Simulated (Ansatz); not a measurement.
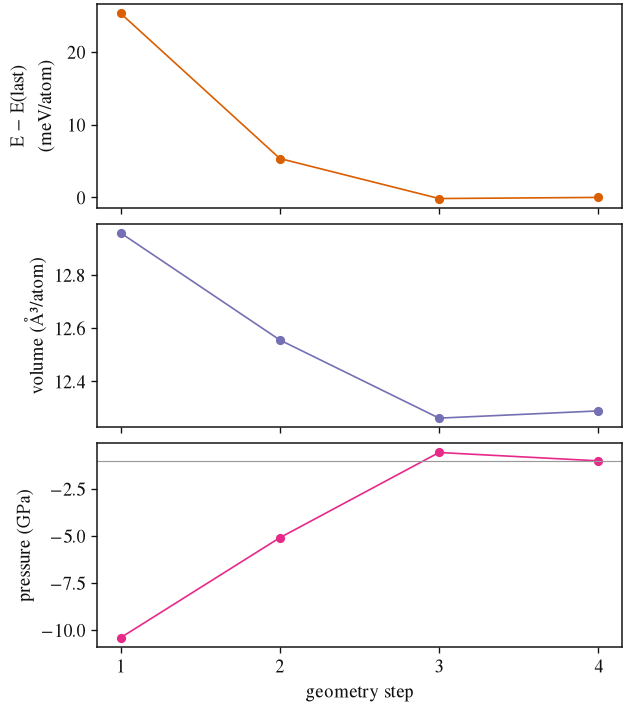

History of a geometry optimisation. Atoms and cell relax. A closing SCF on a freshly chosen basis isn't drawn.

```
crystal:
  lattice:
    - [0.0, 2.6887028375, 2.6887028375]
    - [2.6887028375, 0.0, 2.6887028375]
    - [2.6887028375, 2.6887028375, 0.0]
  atoms:
    - { symbol: Co, position: [0.0, 0.0, 0.0] }
    - { symbol: Si, position: [0.25, 0.25, 0.25] }
    - { symbol: Si, position: [0.75, 0.75, 0.75] }
kpoints:
  mp_grid: { grid: [14, 14, 14] }
hamiltonian:
  xc: lda
scf:
  occupations: { method: gaussian, width: 0.1 }
output:
  forces: true
  eigenvalues: true
  stress: true
relax:
  adjacent_minimum: "off"
  f_tol: 0.008
  max_steps: 50
  cell: { stress_tol: 0.08, p_target: -1.0 }
magnetization:
  spin_polarized: true
```

Launched with:
```bash
ansatz run input.yaml --threads 1 --pin off --max-ram 1331MiB --backend cpu --events-out ev --progress --plain --runs-dir out
```

> How did it end, and what did it gain?

The optimisation met its thresholds at geometry 4, counting the start as the first. The energy fell by about 25 meV/atom from the first step to the last. The target is -1 GPa, so the enthalpy and not the energy is minimised. All forces vanish by symmetry, so only the cell moves.

> Was the starting cell too large or too small?

The volume shrinks from 12.96 to 12.29 Å³ per atom (−5.2 %), as the pressure goes from −10.5 GPa to about -1 GPa.
